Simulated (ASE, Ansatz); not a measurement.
# C(111) slab, H on the bottom face (176 atoms): support functions against a reference

Aim: test how closely localised support functions follow the reference on C(111) slab, H on the bottom face (176 atoms), and at what cost. A setting counts as converged where the r.m.s. difference of forces stays under 1 % of the r.m.s. force.

Method: Kohn-Sham DFT, PBE+D3(BJ), PAW (set soft_2), plane waves, in Ansatz 0.2.0.

### Step 1. Starting point

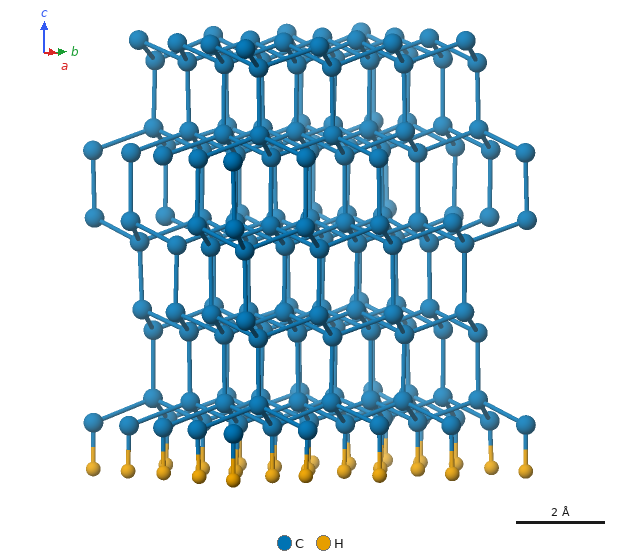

Start, viewed from the side, with the c axis up; carbon blue, hydrogen orange. Bonds to atoms that aren't drawn are left out. Some periodic images of atoms are drawn too.

The cell holds 176 atoms: 160 C and 16 H. Its edges and angles: a = 10.089 Å, b = 10.089 Å, c = 19.842 Å, α = 90.0°, β = 90.0°, γ = 120.0°. It derives from C (diamond-structure). Diamond-structure C (a = 3.567 Å), (111) slab of 10 atomic planes, 4 x 4 surface cells, H on the broken bonds of the bottom face, 10 Å of vacuum; displaced by a Gaussian of 0.02 Å. Regions: slab, 160 atoms (160 C); hydrogen, 16 atoms (16 H). Vacuum lies along c.

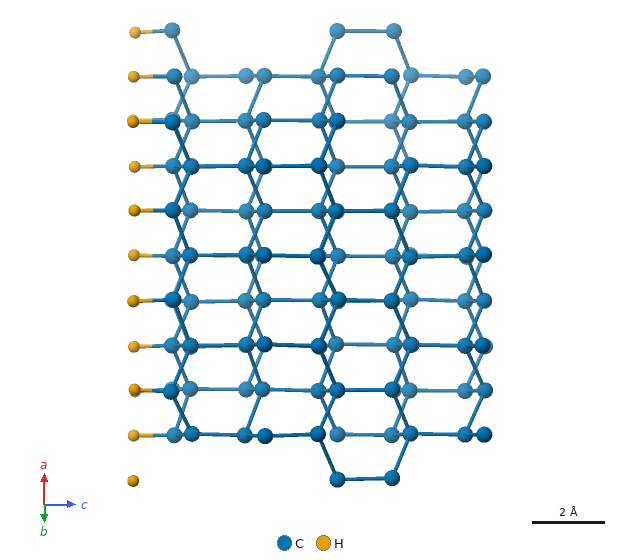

A slice 6 Å thick through the middle of the cell. Bonds to atoms that aren't drawn are left out.

What the set-up can't give: Beside vacuum, support functions can miss their usual error bounds without a warning. The main run has no spin polarisation, so any moments at edges, vacancies or dangling bonds can't form in it.

### Step 2. Plane-wave single point

The first run fixes the reference, at a cutoff of 420 eV.

Contents of input.yaml:

```yaml
crystal:
  lattice:
    - [10.089, 0.0, 0.0]
    - [-5.0445, 8.73733, 0.0]
    - [0.0, 0.0, 19.84249]
  atoms:
    - { symbol: C, position: [0.33637, 0.91712, 0.333] }
    - { symbol: C, position: [0.25108, 0.00238, 0.3047] }
    - { symbol: C, position: [0.1632, 0.83218, 0.43803] }
    - { symbol: C, position: [0.3326, 0.91378, 0.41086] }
    - { symbol: C, position: [0.25485, 0.00569, 0.54044] }
    - { symbol: C, position: [0.16814, 0.831, 0.51285] }
    - { symbol: C, position: [0.33152, 0.91537, 0.64593] }
    - { symbol: C, position: [0.25454, 0.00746, 0.6193] }
    - { symbol: C, position: [0.1687, 0.83523, 0.74857] }
    - { symbol: C, position: [0.33524, 0.91806, 0.72302] }
    - { symbol: C, position: [0.33227, 0.66605, 0.33245] }
    - { symbol: C, position: [0.24529, 0.7495, 0.30473] }
    - { symbol: C, position: [0.17094, 0.58646, 0.43418] }
    - { symbol: C, position: [0.3358, 0.66808, 0.41186] }
    - { symbol: C, position: [0.24906, 0.74879, 0.54031] }
    - { symbol: C, position: [0.16566, 0.58477, 0.51365] }
    - { symbol: C, position: [0.33218, 0.66184, 0.64542] }
    - { symbol: C, position: [0.25301, 0.75234, 0.61798] }
    - { symbol: C, position: [0.1661, 0.58264, 0.74961] }
    - { symbol: C, position: [0.33299, 0.66862, 0.72154] }
    - { symbol: C, position: [0.58351, 0.91658, 0.33257] }
    - { symbol: C, position: [0.50229, 0.99833, 0.30581] }
    - { symbol: C, position: [0.42102, 0.83569, 0.43721] }
    - { symbol: C, position: [0.58679, 0.91617, 0.41039] }
    - { symbol: C, position: [0.49862, 0.99482, 0.53975] }
    - { symbol: C, position: [0.41558, 0.83377, 0.51371] }
    - { symbol: C, position: [0.5841, 0.9156, 0.645] }
    - { symbol: C, position: [0.49926, 0.99951, 0.61897] }
    - { symbol: C, position: [0.41558, 0.83164, 0.74593] }
    - { symbol: C, position: [0.58348, 0.91695, 0.72247] }
    - { symbol: C, position: [0.32894, 0.41546, 0.3334] }
    - { symbol: C, position: [0.25084, 0.50252, 0.30601] }
    [... 138 atom lines left out ...]
    - { symbol: H, position: [0.49988, 0.24799, 0.25257] }
    - { symbol: H, position: [0.74779, 0.50052, 0.25324] }
    - { symbol: H, position: [0.99743, 0.75055, 0.25115] }
    - { symbol: H, position: [0.75305, 0.25268, 0.25075] }
    - { symbol: H, position: [0.99913, 0.50096, 0.25186] }
    - { symbol: H, position: [0.99685, 0.25012, 0.25396] }
kpoints:
  mp_grid: { grid: [2, 2, 1] }
hamiltonian:
  xc: pbe
  dispersion: d3bj
scf:
  occupations: { method: fermi_dirac, width: 0.05 }
output:
  forces: true
  populations: intrinsic
  dos:
    method: { smearing: { sigma: 0.08 } }
    de: 0.1
    projected:
      site_lists:
        C: [C]
        H: [H]
        hydrogen: [160, 161, 162, 163, 164, 165, 166, 167, 168, 169, 170, 171, 172, 173, 174, 175]
  eigenvalues: true
  write_density: true
  write_potential: true
  volumetric_format: npy
```

Command:

```bash
> ansatz run input.yaml --threads 8 --pin off --max-ram 15872MiB --backend cpu --events-out ev --progress --plain --runs-dir out
```

Numbers of over 12 decimals in the logs are rounded to 6 here.

The program printed:

```text
Engine: ansatz 0.2.0, aarch64-unknown-linux-gnu
Pseudopotentials: kind: paw
Pseudopotential: C, paw, valence charge 4, recommended cutoff 420 eV (normal), C.paw.azcp
Pseudopotential: H, paw, valence charge 1, recommended cutoff 420 eV (normal), H.paw.azcp
[... 5 lines on functional and potentials left out ...]
Crystal: 176 atoms, lattice volume = 1749.134 Å³
Basis set: ecut = 420 eV, 34219 PW (Γ), exchange–correlation on 144×144×270 points (8 copies of the dense FFT grid, shifted against one another)
Bands: 504, of which v1, the nominal top of the filled ones, is band 328 counted from 1 (327 counted from 0)
Symmetry: 1 space group operations
Space group: P1 (ITA 1), of the structure as read, at distance tolerance 1.2e-4 Å
k-points: 4
[... 5 lines on functional and potentials left out ...]
Initial density: superposition of atomic densities (neutral atoms: chi_scale 0, normalization atom), corrected by the library's trained network
Initial wavefunctions: pseudopotential atomic-orbital guess
Functional: x = pbe(κ = 0.804, μ = 0.219515), c = pbe(β = 0.066725)
SCF iter   1: F=—  HF=-40375.068902 eV  |F-HF|=—  |Δ(HF+E_count)|=         —  Δρ=1.79e-2  dr2=3.05e1  ethr=1.77e-3  ⟨swp⟩=7.8  Hψ=11123  notcnv=0  defer=524
preconditioner: auto → LDOS  [metal: Δε(μ)=0.065 eV  Ē_g=16.129 eV  σ=0.050 eV  W_gap=0.29  n_scr=374 (ndim 8)  ℏωp=22.7 eV  f_vac=0.386  D(μ)=47.82/eV (n_scr^D=326)  β→1.0]
SCF iter   2: F=—  HF=-40373.441197 eV  |F-HF|=—  |Δ(HF+E_count)|=    1.63e0  Δρ=1.01e-2  dr2=6.97e0  ethr=1.77e-3  ⟨swp⟩=3.2  Hψ=2566  notcnv=0  defer=653
SCF iter   3: F=—  HF=-40373.519547 eV  |F-HF|=—  |Δ(HF+E_count)|=   7.83e-2  Δρ=8.89e-3  dr2=4.80e0  ethr=1.06e-3  ⟨swp⟩=3.0  Hψ=3078  notcnv=0  defer=650
SCF iter   4: F=—  HF=-40372.917629 eV  |F-HF|=—  |Δ(HF+E_count)|=   6.02e-1  Δρ=6.22e-3  dr2=2.76e0  ethr=7.31e-4  ⟨swp⟩=3.0  Hψ=2950  notcnv=0  defer=647
SCF iter   5: F=—  HF=-40372.666595 eV  |F-HF|=—  |Δ(HF+E_count)|=   2.51e-1  Δρ=4.59e-3  dr2=1.34e0  ethr=4.21e-4  ⟨swp⟩=2.5  Hψ=1898  notcnv=0  defer=647
SCF iter   6: F=—  HF=-40372.580278 eV  |F-HF|=—  |Δ(HF+E_count)|=   8.63e-2  Δρ=3.18e-3  dr2=5.55e-1  ethr=2.04e-4  ⟨swp⟩=3.0  Hψ=2352  notcnv=0  defer=647
SCF iter   7: F=—  HF=-40372.553564 eV  |F-HF|=—  |Δ(HF+E_count)|=   2.67e-2  Δρ=1.65e-3  dr2=1.88e-1  ethr=8.46e-5  ⟨swp⟩=2.0  Hψ=2120  notcnv=0  defer=647
SCF iter   8: F=—  HF=-40372.539897 eV  |F-HF|=—  |Δ(HF+E_count)|=   1.37e-2  Δρ=1.17e-3  dr2=9.07e-2  ethr=2.87e-5  ⟨swp⟩=2.2  Hψ=2376  notcnv=0  defer=647
SCF iter   9: F=—  HF=-40372.533716 eV  |F-HF|=—  |Δ(HF+E_count)|=   6.18e-3  Δρ=8.85e-4  dr2=4.41e-2  ethr=1.38e-5  ⟨swp⟩=2.2  Hψ=2484  notcnv=0  defer=647
SCF iter  10: F=—  HF=-40372.528376 eV  |F-HF|=—  |Δ(HF+E_count)|=   5.34e-3  Δρ=5.19e-4  dr2=1.07e-2  ethr=6.72e-6  ⟨swp⟩=2.0  Hψ=3192  notcnv=0  defer=647
[...]
SCF iter  17: F=—  HF=-40372.527770 eV  |F-HF|=—  |Δ(HF+E_count)|=   5.50e-4  Δρ=2.84e-5  dr2=2.79e-5  ethr=8.42e-9  ⟨swp⟩=2.2  Hψ=2332  notcnv=0  defer=647
SCF iter  18: F=—  HF=-40372.527775 eV  |F-HF|=—  |Δ(HF+E_count)|=   5.00e-6  Δρ=1.88e-5  dr2=1.17e-5  ethr=4.25e-9  ⟨swp⟩=2.0  Hψ=1923  notcnv=0  defer=647
SCF iter  19: F=—  HF=-40372.527778 eV  |F-HF|=—  |Δ(HF+E_count)|=   2.65e-6  Δρ=1.38e-5  dr2=6.32e-6  ethr=1.78e-9  ⟨swp⟩=2.2  Hψ=2603  notcnv=0  defer=647
SCF iter  20: F=—  HF=-40372.527779 eV  |F-HF|=—  |Δ(HF+E_count)|=   5.79e-7  Δρ=8.26e-6  dr2=3.14e-6  ethr=9.63e-10  ⟨swp⟩=2.0  Hψ=1407  notcnv=0  defer=647
SCF iter  21: F=—  HF=-40372.527779 eV  |F-HF|=—  |Δ(HF+E_count)|=   1.43e-7  Δρ=5.19e-6  dr2=1.68e-6  ethr=4.79e-10  ⟨swp⟩=2.2  Hψ=2348  notcnv=0  defer=647
SCF iter  22: F=—  HF=-40372.527779 eV  |F-HF|=—  |Δ(HF+E_count)|=   4.70e-7  Δρ=3.57e-6  dr2=9.59e-7  ethr=2.56e-10  ⟨swp⟩=2.5  Hψ=2042  notcnv=0  defer=647
SCF iter  23: F=—  HF=-40372.527779 eV  |F-HF|=—  |Δ(HF+E_count)|=   5.28e-8  Δρ=2.33e-6  dr2=4.89e-7  ethr=1.46e-10  ⟨swp⟩=2.0  Hψ=1749  notcnv=0  defer=647
SCF iter  24: F=—  HF=-40372.527779 eV  |F-HF|=—  |Δ(HF+E_count)|=   7.61e-8  Δρ=2.00e-6  dr2=2.36e-7  ethr=7.45e-11  ⟨swp⟩=2.0  Hψ=1729  notcnv=0  defer=647
SCF iter  25: F=—  HF=-40372.527779 eV  |F-HF|=—  |Δ(HF+E_count)|=   4.58e-8  Δρ=1.66e-6  dr2=1.18e-7  ethr=3.60e-11  ⟨swp⟩=2.5  Hψ=2159  notcnv=0  defer=647
SCF iter  26: F=-40372.527779 eV  HF=-40372.527779 eV  |F-HF|=4.12e-8  |Δ(HF+E_count)|=   2.09e-8  Δρ=1.22e-6  dr2=5.70e-8  ethr=1.52e-11  ⟨swp⟩=29.5  Hψ=24405  notcnv=0
SCF 1 converged in 26 iterations: F = -40372.527779 eV  dr2 = 5.70e-8
  greatest PAW one-centre occupation: 0.662 electrons in one spin orbital (limit 2), on the C atom at site 68 (counted from 0), in its partial waves of l = 0
WARN: The output density's exchange-correlation potential varies sharply where the density is thin. Do not read a vacuum level from v_tot or v_xc, or from such a field of the output density. On a cell that repeats whose density bears no net charge and no dipole along the vacuum's axis use v_es (v_loc + v_h of the components); [...]
SCF converged after 26 iterations
Free energy (F): -40372.527779 eV
Harris-Foulkes:  -40372.527779 eV  (|F-HF|=4.12e-8)
Internal energy: -40371.799075 eV  (E = F + TS)
E sigma→0 (E₀):  -40372.163427 eV
Entropy (-TS):   -0.728705 eV (-4.140 meV/atom)
Fermi energy:    5.530208 eV
--- Per-component energies (eV) ---
  E_band       = -2591.574965
  E_kinetic    = 14889.732523
  E_local      = -333745.126456  (includes V_loc(G=0)·N_el)
  E_nonlocal   = 4303.703863
  E_hartree    = 161419.796071
  E_xc         = -7902.854344
  E_vxc        = -9812.545971  (∫ρ·V_xc dr)
  E_paw        = -15876.539668  (= ΣΔE_a)
  E_vpaw       = -1066.854262  (= ΣTr[D̂ρ^β])
  E_aug_tail   = -0.021097  (compensation charges beyond the density's cutoff)
  E_ewald      = 136566.620641
  E_disp       = -27.110606  (pairwise vdW)
  E_smearing   = -0.728705  (= −TS)
  E_closure    = -0.000000  (closes the sum)
  Σ components = -40372.527779   (vs F -40372.527779, Δ=0.00e0)
--- Forces (eV/Å), atoms counted from 1 ---
  atom   1  C     -1.16910073    -0.22988241    -1.66749482
  atom   2  C      0.67988833    -0.23647258     4.41600599
  atom   3  C      1.44776711    -0.06438376    -1.92986359
  atom   4  C      0.07488157     0.83929513    -0.18415382
  atom   5  C     -0.51899174    -1.69627600    -0.32553646
  atom   6  C     -1.16444667     1.27855491     2.14545771
  atom   7  C      0.76516664     1.17890008    -1.88329246
  atom   8  C     -0.15273605    -2.53749425    -0.43432318
  atom   9  C     -0.30656137    -0.17489165    -3.83395713
  atom  10  C     -0.08505943     0.08811335     4.85319937
  atom  11  C      0.37577875     0.83503129    -0.40630944
  atom  12  C      2.05253520     0.43028399     4.91737704
  atom  13  C     -1.04196505    -0.93038005     2.01630128
  atom  14  C      0.02678395     0.02911136    -1.51864995
[...]
atom 175  H     -0.07323603     0.01954202     0.96492497
  atom 176  H      0.04787731    -0.04087653    -2.14965296
  max |Σ_I F_I| component: 3.42e-4 eV/Å
--- Band table (eV) ---
  k-point 0: bands = ["-16.6816", "-15.8334", "-15.2539", "-15.1931", [... 488 levels ...], "14.6444", "14.6823", "14.7206", "14.8251", "14.8307", "14.8970", "14.9039", "14.9374", "14.9505", "14.9630", "14.9812", "14.9882"]
[...]
--- intrinsic populations: 176 sites ---
  site symbol       q [e]
     0      C      3.9782
     1      C      4.1821
     2      C      3.9973
[...]
175      H      0.8285
  spilling = 0.000000 (of n_electrons = 656.000000)
```

Run time: 2.8 min. Hardware: 8 threads of Arm Neoverse V2, shared host; peak memory 12 GiB.

The program notes that it cut back its work space to fit the memory limit and the exchange-correlation potential is rough where the density is thin. Further notices: published levels not confirmed.

Read from the output:

| Item | Value |
| --- | --- |
| free energy | -40372.5278 eV |
| free energy per atom | -229.3894 eV/atom |
| SCF cycles | 26 |
| r.m.s. force component | 1.418 eV/Å |
| longest force | 5.346 eV/Å |
| Fermi energy | 5.53 eV |
| levels partly filled by over 2 per cent | 59 |

Neighbours are counted within 1.85 Å (C-C), 1.34 Å (C-H).

Length of the force by element and coordination:

| element | coordination | atoms | mean length of the force (eV/Å) | spread | least | most |
| --- | --- | --- | --- | --- | --- | --- |
| C | all | 160 | 2.17 | 1.31 | 0.197 | 5.35 |
| C | 3 | 16 | 4.02 | 0.201 | 3.57 | 4.31 |
| C | 4 | 144 | 1.96 | 1.22 | 0.197 | 5.35 |
| H | all | 16 | 1.26 | 0.727 | 0.221 | 2.85 |

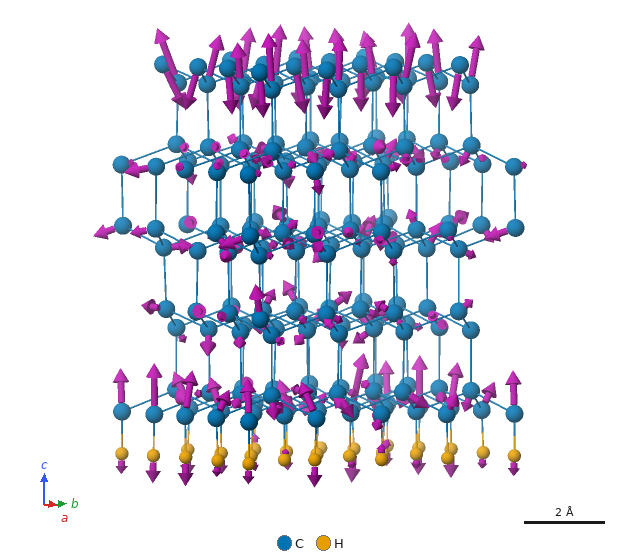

Forces as arrows; the longest in the cell is 5.35 eV/Å. Bonds to atoms that aren't drawn are left out. Some periodic images of atoms are drawn too.

Intrinsic-atomic-orbital charges by element and coordination:

| element | coordination | atoms | mean charge (e) | spread | least | most |
| --- | --- | --- | --- | --- | --- | --- |
| C | all | 160 | -0.0158 | 0.0535 | -0.184 | 0.0447 |
| C | 3 | 16 | -0.0238 | 0.021 | -0.069 | 0.0043 |
| C | 4 | 144 | -0.0149 | 0.0559 | -0.184 | 0.0447 |
| H | all | 16 | 0.158 | 0.0141 | 0.129 | 0.181 |

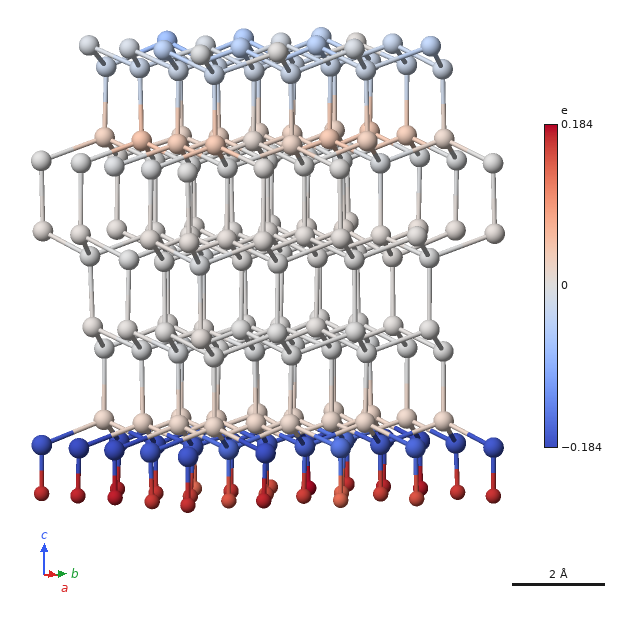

Atoms coloured by intrinsic-atomic-orbital charge. Bonds to atoms that aren't drawn are left out. Some periodic images of atoms are drawn too.

By region:

| region | atoms | mean length of the force (eV/Å) | net charge (e) |
| --- | --- | --- | --- |
| slab | 160 | 2.17 | -2.53 |
| hydrogen | 16 | 1.25 | 2.53 |

Density of states as counts of states in windows of 1 eV (from the Fermi level), total and the larger projections:

| from (eV) | to (eV) | total | C p | C s |
| --- | --- | --- | --- | --- |
| -18 | -17 | 23.7 | 9.6 | 13.6 |
| -17 | -16 | 25.3 | 9.8 | 15.1 |
| -16 | -15 | 25.1 | 10.2 | 14.5 |
| -15 | -14 | 23.9 | 10.5 | 13.0 |
| -14 | -13 | 23.2 | 14.2 | 8.2 |
| -13 | -12 | 36.5 | 23.8 | 11.8 |
| -12 | -11 | 32.4 | 21.0 | 10.7 |
| -11 | -10 | 23.0 | 15.9 | 6.1 |
| -10 | -9 | 35.5 | 28.6 | 6.0 |
| -9 | -8 | 50.3 | 42.3 | 6.2 |
| -8 | -7 | 53.2 | 46.1 | 5.3 |
| -7 | -6 | 57.5 | 52.7 | 2.9 |
| -6 | -5 | 65.9 | 60.4 | 3.4 |
| -5 | -4 | 52.3 | 49.3 | 1.9 |
| -4 | -3 | 34.3 | 32.7 | 1.0 |
| -3 | -2 | 21.7 | 20.5 | 0.7 |
| -2 | -1 | 5.7 | 5.7 | 0.0 |
| -1 | 0 | 21.2 | 18.1 | 2.8 |
| 0 | 1 | 11.8 | 10.5 | 1.1 |
| 1 | 2 | 0.0 | 0.0 | 0.0 |
| 2 | 3 | 3.5 | 0.5 | 0.2 |
| 3 | 4 | 11.1 | 3.6 | 2.6 |
| 4 | 5 | 33.5 | 14.5 | 7.6 |

The curve was stored every 0.100 eV, coarse against its broadening of 0.08 eV, so these counts are rough.

Between -23 and -18 eV lie 50 more states.

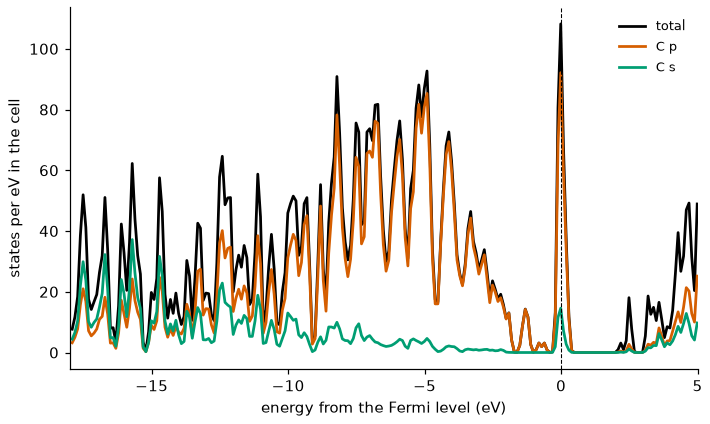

Total and projected density of states, with the broadening of the input.

The levels nearest the highest filled one (over half full), pooled over k-points and spins:

| level less the highest filled one (eV) | occupation |
| --- | --- |
| -0.0222 | 1.32 |
| -0.0218 | 1.31 |
| -0.0205 | 1.30 |
| -0.0136 | 1.24 |
| -0.0132 | 1.24 |
| 0 | 1.11 |
| 0.0176 | 0.932 |
| 0.0186 | 0.921 |
| 0.0212 | 0.896 |
| 0.0222 | 0.886 |
| 0.0264 | 0.844 |
| 0.0379 | 0.735 |

Planar average of the electrostatic potential energy along the normal, with the Fermi level as zero, after a running mean with a triangular window 4 Å wide at its base:

| height (Å) | potential energy (eV) |
| --- | --- |
| 0.0 | 4.12 |
| 0.7 | 3.83 |
| 1.6 | 3.49 |
| 2.4 | 3.18 |
| 3.1 | 2.71 |
| 4.0 | 1.31 |
| 4.7 | -2.01 |
| 5.6 | -7.50 |
| 6.3 | -10.94 |
| 7.1 | -11.95 |
| 7.9 | -12.14 |
| 8.7 | -12.22 |
| 9.4 | -12.24 |
| 10.3 | -12.20 |
| 11.0 | -12.16 |
| 11.8 | -12.11 |
| 12.6 | -11.96 |
| 13.4 | -11.64 |
| 14.1 | -10.87 |
| 15.0 | -7.18 |
| 15.7 | -1.86 |
| 16.6 | 3.49 |
| 17.3 | 4.87 |
| 18.1 | 4.79 |
| 19.0 | 4.47 |
| 19.7 | 4.18 |

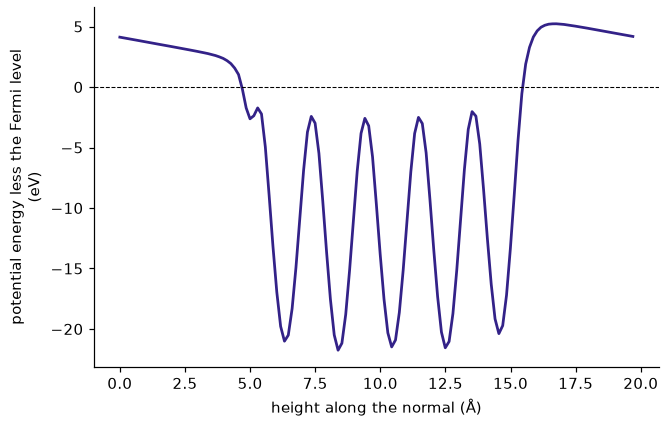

Planar average of the electrostatic potential energy; the dashed line is the Fermi level.

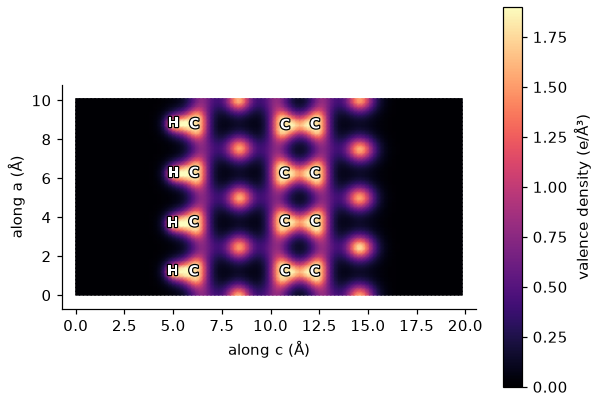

Valence density in the ca plane at fractional y = 0.000, with atoms of C and H within 0.2 Å of it. It is the smooth field of the valence electrons, not physical close to the nuclei. The map starts off the cell's origin, so that atoms lie inside it.

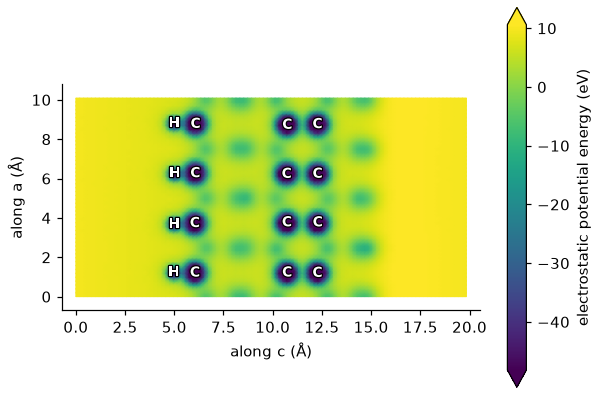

Electrostatic potential energy in the ca plane at fractional y = 0.000, with atoms of C and H within 0.2 Å of it. With pseudopotentials it is smooth inside the atoms' cores, unlike the true potential. The map starts off the cell's origin, so that atoms lie inside it.

Mean intrinsic-atomic-orbital charges: C -0.02, H +0.16 e. Charges this small depend on the projection, at times even in sign. By these charges the region 'hydrogen' has given 2.5 e to 'slab'; where the regions aren't neutral units, this includes their ionic charge. Within 0.4 eV of the Fermi level the largest share is C p (88 % of the projected weight). The potential slopes across the vacuum by 0.39 eV/Å: the slab bears a dipole, and with periodic images along the normal there is no flat vacuum level to read.

(Part 1 of 2 ends here.)

[Logs are printed without paths, hosts, clocks, repeated set-up lines and the standing remarks that a program may print on its own settings, such as how far it seeks lower states.]

[Hosts, paths, dates, database ids (printed as entryN), source tags and the programs' standing remarks are cut or masked in the printed files.]
